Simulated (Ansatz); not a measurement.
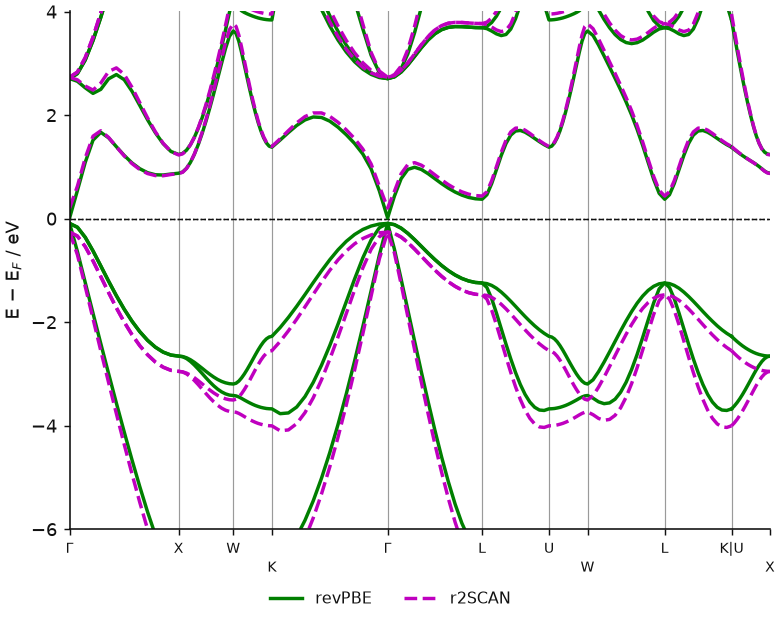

Band structures of zincblende GaSb, space group F-43m, 2 atoms in the primitive cell (cubic a = 6.118 Å), by two methods on the same cell. Each is counted from its own Fermi level.

**What changes from one method to the other?**

revPBE gives a gap of 0.11 eV along the path and r2SCAN gives a gap of 0.46 eV along the path. Over the top 3 filled bands the two differ by 0.30 eV on average.

Settings. revPBE: Ansatz PAW, no spin polarisation, no spin-orbit coupling, 8×8×8 k mesh, 420 eV cutoff, Fermi-Dirac smearing of 0.05 eV (Ansatz). r2SCAN: Ansatz PAW, no spin polarisation, no spin-orbit coupling, 8×8×8 k mesh, 500 eV cutoff, Fermi-Dirac smearing of 0.05 eV (Ansatz).

The PAW data sets were made with another functional. LDA, GGA and most meta-GGA functionals understate gaps. Spin-orbit coupling is left out, which matters for Sb.
